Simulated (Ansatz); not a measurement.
Take the following structure.

```cif
data_structure
_symmetry_space_group_name_H-M 'C c c m'
_symmetry_Int_Tables_number 66
_cell_length_a 3.9819
_cell_length_b 4.3071
_cell_length_c 5.1559
_cell_angle_alpha 90.000
_cell_angle_beta 90.000
_cell_angle_gamma 90.000
_cell_volume 88.43
loop_
_atom_site_label
_atom_site_type_symbol
_atom_site_symmetry_multiplicity
_atom_site_Wyckoff_symbol
_atom_site_fract_x
_atom_site_fract_y
_atom_site_fract_z
_atom_site_occupancy
Cu1 Cu 4 f 0.75000 0.75000 0.50000 1
O1 O 4 b 0.50000 0.00000 0.75000 1
```

**Say what kind of structure these coordinates give.**

The formula is CuO. Its lattice is base-centred orthorhombic, its space group Cccm (No. 66). Content of the cell: 4 Cu, 4 O (Z = 4). About every Cu there are four O in a distorted square planar arrangement at 1.95 Å. Each O has four Cu in a distorted tetrahedral arrangement at 1.95 Å. The bonds build a three-dimensional framework.

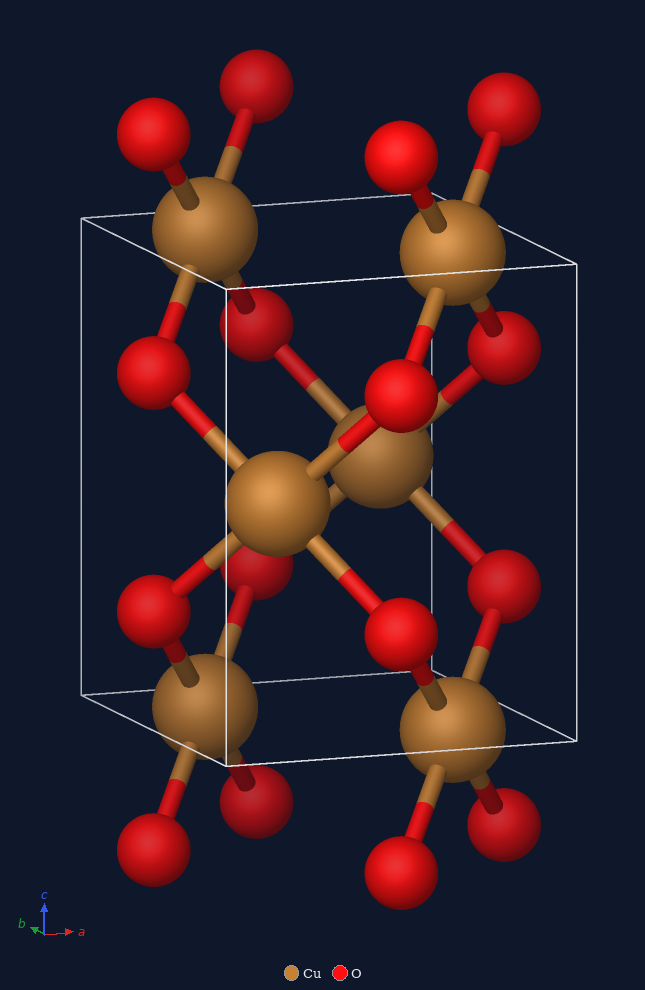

Crystal structure, ball-and-stick style, seen slightly off an axis. The conventional unit cell is outlined; an atom on or near a face, edge or corner is repeated at each equivalent position. Some atoms of the next cells are drawn as well.

Its origin is a structure listed in the Materials Project. Earlier steps of the study, as a rule a relaxation of our own, may have changed the cell and positions, so they can lie some per cent off the listed ones. An electronic-structure calculation with Ansatz was run on it.

At this level of theory the run's own cell isn't at rest (stretched, at -4 GPa), so its distances can differ from those at equilibrium, the more so the softer the solid.
